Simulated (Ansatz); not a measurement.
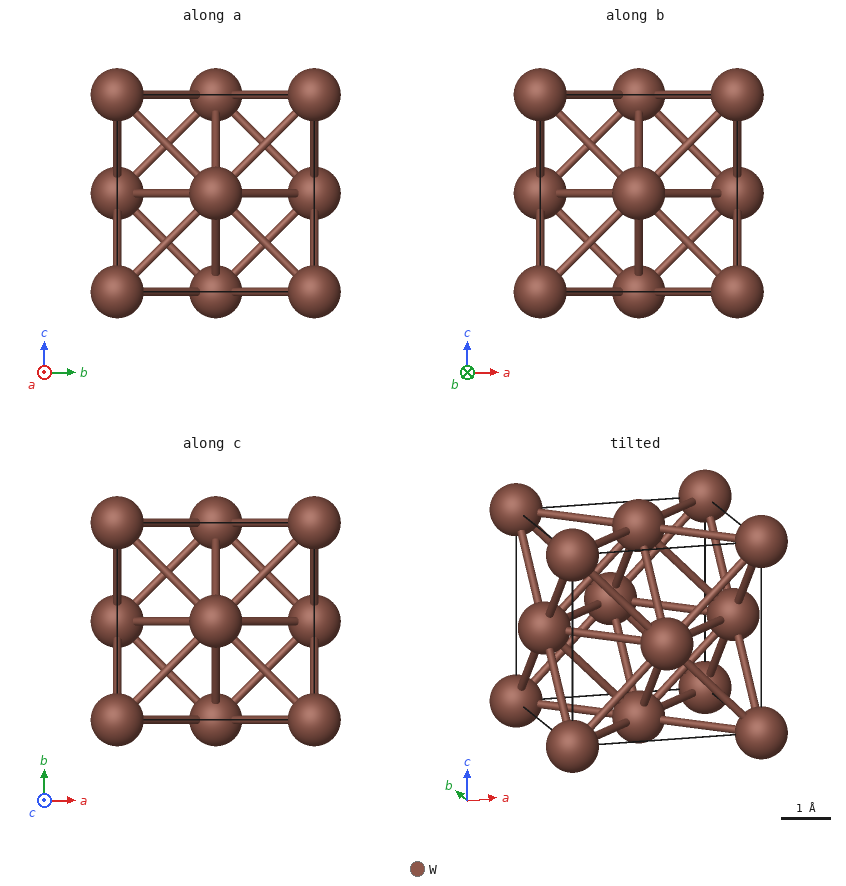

Ball-and-stick drawing of the structure, looking along the a axis, along the b axis, along the c axis and slightly off an axis. The box is the conventional unit cell; atoms on or close to its faces, edges and corners are drawn wherever they repeat.

Lattice parameters: a = 4.050 Å, b = 4.050 Å, c = 4.050 Å, α = 90.00°, β = 90.00°, γ = 90.00°.

### Transcribe the picture into a table of Wyckoff sites.

Space group Fm-3m (No. 225).
```tsv
atom	site	x	y	z
W	4a	0.0000	0.0000	0.0000
```

Provenance: a structure type filled with this element by a generator (whether the element takes this form wasn't checked). This is the structure after a relaxation with DFT, revPBE, plane waves (420 eV) with PAW, scalar-relativistic (Ansatz).
